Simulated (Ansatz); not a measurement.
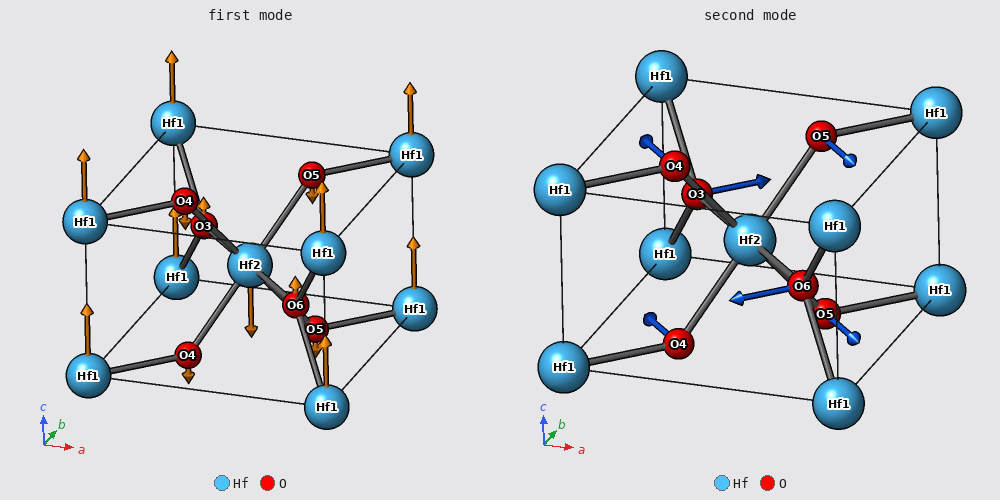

The system is HfO2 (P4_2/mnm, No. 136; 6 atoms in the cell); the picture shows the reference structure; its two panels give the patterns of the first and the second mode as arrows. 
- The energy is mapped over two normal modes frozen in (zone-centre modes of the 6-atom cell of this scan).
- The first coordinate is: amplitude of mode 4 (90 cm⁻¹), largest displacement; the second: amplitude of mode 5 (132 cm⁻¹), largest displacement.
- Nothing is relaxed (the cell and all other modes fixed).
- The scan uses a 7 × 7 grid; 16 points were computed and 33 follow by symmetry.
- Points are written as (first, second).
- All energies are given in eV per cell relative to the lowest grid point.
- Computed with DFT PBE, scalar-relativistic, plane waves, PAW in Ansatz. Settings: cutoff 520 eV, k-mesh 6×6×8 in the order of the run's cell vectors, gaussian smearing 0.05 eV, no spin polarisation.

Its coordinates:

```
CELL_PARAMETERS angstrom
4.88122 0.00000 0.00000
0.00000 4.88122 0.00000
0.00000 0.00000 3.23789
ATOMIC_POSITIONS crystal
Hf 0.00000 0.00000 0.00000
Hf 0.50000 0.50000 0.50000
O 0.19482 0.80518 0.50000
O 0.30518 0.30518 0.00000
O 0.69482 0.69482 0.00000
O 0.80518 0.19482 0.50000
```

Range: amplitude of mode 4 (90 cm⁻¹), largest displacement from −0.203 to 0.203 Å; amplitude of mode 5 (132 cm⁻¹), largest displacement from −0.470 to 0.470 Å.

**What landscape does the calculation give?**

The lowest grid point is at (0.000 Å, 0.000 Å). No other kind of well shows on this grid. The highest grid point, (−0.203 Å, −0.470 Å), lies 1.06 eV above the lowest. The gap on the k-mesh is 3.9 eV at the lowest point and runs from 3.5 to 4.2 eV over the map.

| second ↓, first → | −0.203 | −0.135 | −0.068 | 0.000 | 0.068 | 0.135 | 0.203 |
| --- | --- | --- | --- | --- | --- | --- | --- |
| 0.470 | 1.06 | 0.96 | 0.89 | 0.87 | 0.89 | 0.96 | 1.06 |
| 0.313 | 0.50 | 0.38 | 0.31 | 0.29 | 0.31 | 0.38 | 0.50 |
| 0.157 | 0.29 | 0.16 | 0.08 | 0.06 | 0.08 | 0.16 | 0.29 |
| 0.000 | 0.24 | 0.10 | 0.03 | 0.00 | 0.03 | 0.10 | 0.24 |
| −0.157 | 0.29 | 0.16 | 0.08 | 0.06 | 0.08 | 0.16 | 0.29 |
| −0.313 | 0.50 | 0.38 | 0.31 | 0.29 | 0.31 | 0.38 | 0.50 |
| −0.470 | 1.06 | 0.96 | 0.89 | 0.87 | 0.89 | 0.96 | 1.06 |

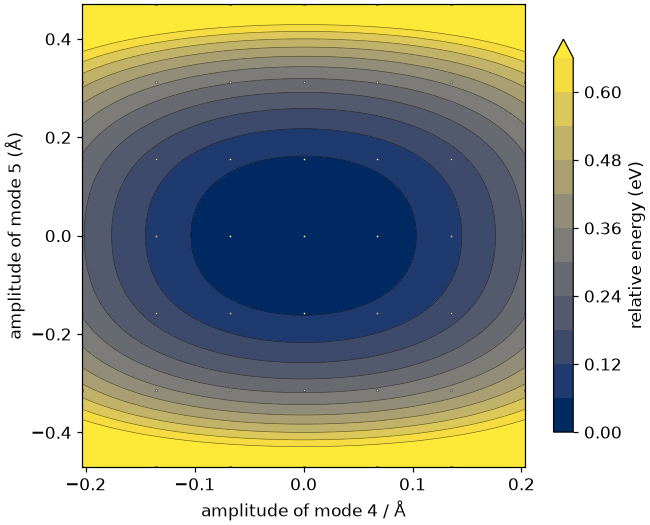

Drawn: filled contours, dots at the grid points, one colour for all values above the top of the scale. Between grid points the surface is interpolated.

The whole map (16 points run) took 9.3 min on 2 threads of Arm Neoverse N1, with other jobs on the host.

PAW datasets: the set soft_1.
